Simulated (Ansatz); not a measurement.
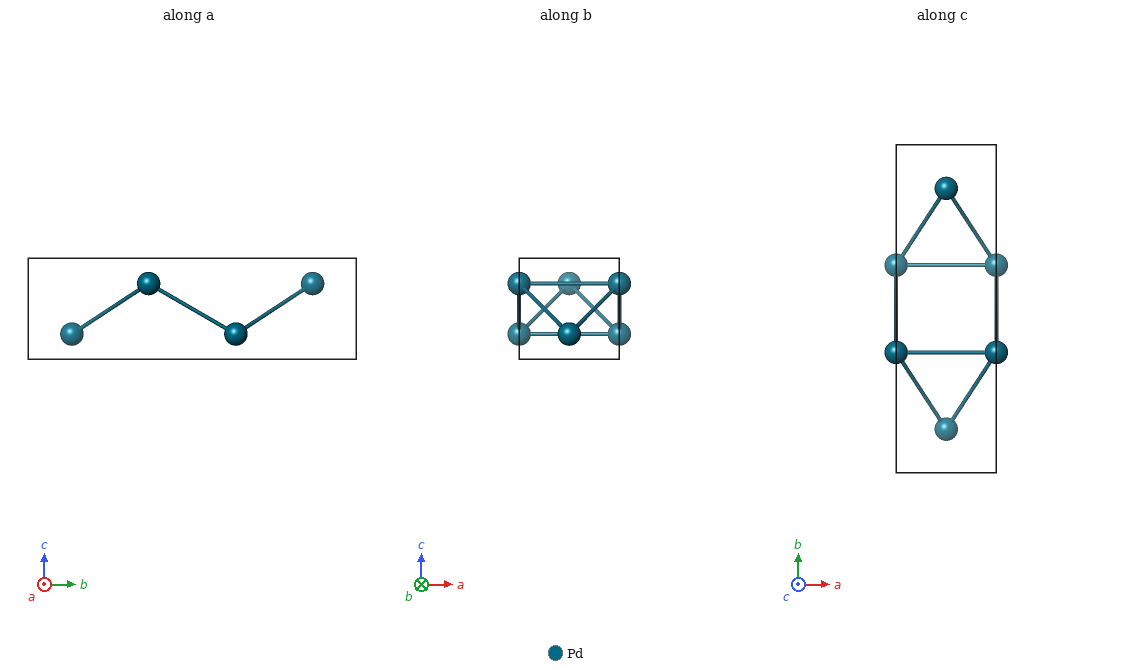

Shown here is a ball-and-stick view of the crystal, taken along the a axis, along the b axis and along the c axis. The parallelepiped is the conventional unit cell.

Lattice parameters: a = 2.7794 Å, b = 9.1010 Å, c = 2.8023 Å, α = 90.000°, β = 90.000°, γ = 90.000°.

**Record the structure as a CIF with its space group and independent sites, with free fractional coordinates to two decimals.**

```cif
data_structure
_symmetry_space_group_name_H-M 'C m c m'
_symmetry_Int_Tables_number 63
_cell_length_a 2.7794
_cell_length_b 9.1010
_cell_length_c 2.8023
_cell_angle_alpha 90.000
_cell_angle_beta 90.000
_cell_angle_gamma 90.000
_cell_volume 70.89
loop_
_atom_site_label
_atom_site_type_symbol
_atom_site_symmetry_multiplicity
_atom_site_Wyckoff_symbol
_atom_site_fract_x
_atom_site_fract_y
_atom_site_fract_z
_atom_site_occupancy
Pd1 Pd 4 c 0.00 0.63 0.25 1
```

Origin of the cell: a structure type filled with this element by a generator (whether the element takes this form wasn't checked). Earlier steps of the study may have refined or changed the cell and positions. Ansatz was used for an electronic-structure calculation on it.

At this level of theory the cell isn't at rest (stretched, at -9 GPa), so its distances can differ from those at equilibrium, the more so the softer the solid.
